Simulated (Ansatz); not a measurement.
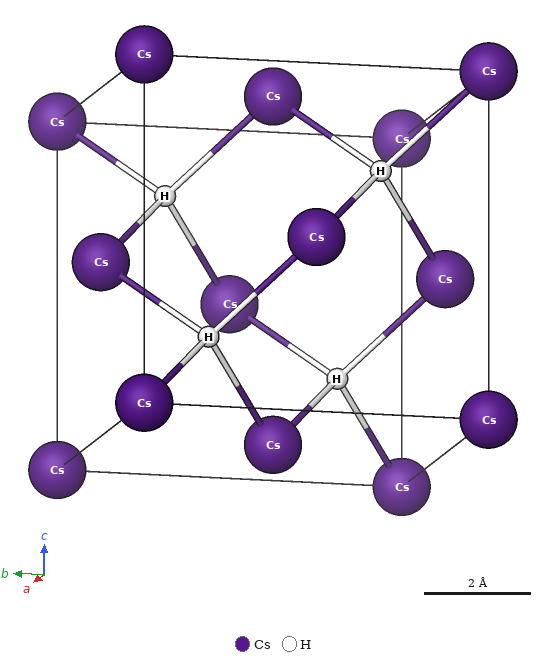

Normal modes of solid CsH (a generated structure) at a fixed volume, at the zone centre. Style: ball-and-stick. Shown: the conventional cell (4 times the calculation's cell), from a free direction. Lengths and directions refer to the drawn axes.

All numbers below come from DFT LDA, scalar-relativistic, plane waves, PAW in Ansatz.

Input
```yaml
crystal:
  lattice:
    - [0.0, 3.3522, 3.3522]
    - [3.3522, 0.0, 3.3522]
    - [3.3522, 3.3522, 0.0]
  atoms:
    - { symbol: Cs, position: [0.0, 0.0, 0.0] }
    - { symbol: H, position: [0.25, 0.25, 0.25] }
basis:
  ecutwfc: 420
kpoints:
  mp_grid: { grid: [8, 8, 8] }
hamiltonian:
  xc: lda
scf:
  occupations: { method: fixed }
output:
  eigenvalues: true
phonons:
  method: dfpt
  dielectric: true
  rigid_motions: translations
  eigenvectors: true
```

Launched with:
```bash
ansatz run input.yaml --threads 1 --pin off --max-ram 1228MiB --backend cpu --events-out ev --progress --plain --runs-dir out
```

Frequencies are those without the non-analytic (LO–TO) term.

Which optical modes does it have, at what frequencies, and is it stable there?

Answer. The calculation's cell holds 2 atoms, so there are 3 optical modes, in 1 level. The optical modes span T₂. No level is unstable.

```tsv
level	symmetry	frequency (cm⁻¹)	activity
1	T₂	536	infrared- and Raman-active
```

The modes drawn as arrows (one member of each degenerate set):

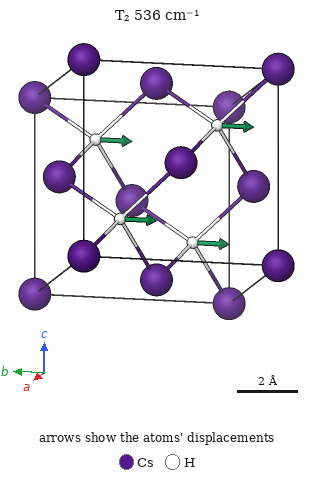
